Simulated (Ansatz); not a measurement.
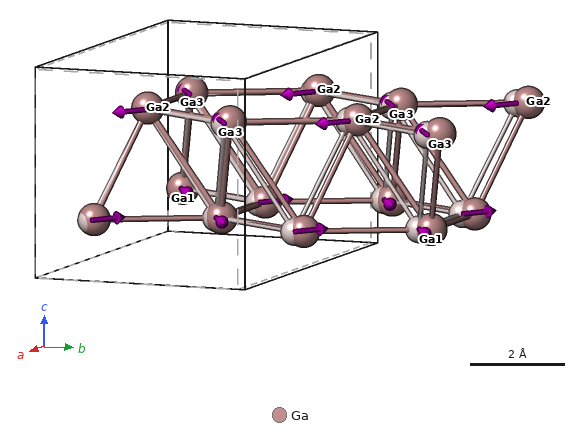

A symmetric starting cell of Ga, drawn pale, and a changed version of it, drawn solid. The purple arrows show how the atoms are displaced (without the part that the change of the cell carries along), magnified 30 times. Besides, the cell is strained by +3.3 % along b, +1.0 % along c, −0.4 % along a (volume +3.9 %). The picture is a ball-and-stick view of the conventional cell (2 times the calculation's cell), repeated 1 × 2 × 1 with one cell outlined, seen slightly off an axis. Lengths and directions refer to the drawn axes.

These are results of DFT PBE, scalar-relativistic, plane waves, PAW in Ansatz, not measurements. Settings: plane-wave cutoff 420 eV; k-point mesh 10 × 10 × 10; occupations gaussian; smearing width 0.1 eV; no spin polarisation.

Q: How are the atoms displaced, and what does the calculation give?

A: Atoms are displaced by 0.03 Å relative to the cell. No relaxation follows. The starting cell wasn't computed here and needn't be at equilibrium, so pressure and forces aren't due to the change alone. The pressure is 1.3 GPa (not all of it need come from the change, since the unchanged cell can be under pressure at this level too). The principal stresses (compression positive) are −0.1 GPa along b and 2.0 GPa across it. The largest forces, 0.18 eV/Å, act on 4 Ga atoms of the calculation's cell. The forces point straight back along the displacements (cosine −0.98). Among the bonded contacts that change: Ga–Ga 2.757 → 2.825 Å, Ga–Ga 2.479 → 2.519 Å, Ga–Ga 2.684 → 2.723 Å, Ga–Ga 2.711 → 2.701 Å. The space group stays Cmcm (No. 63).
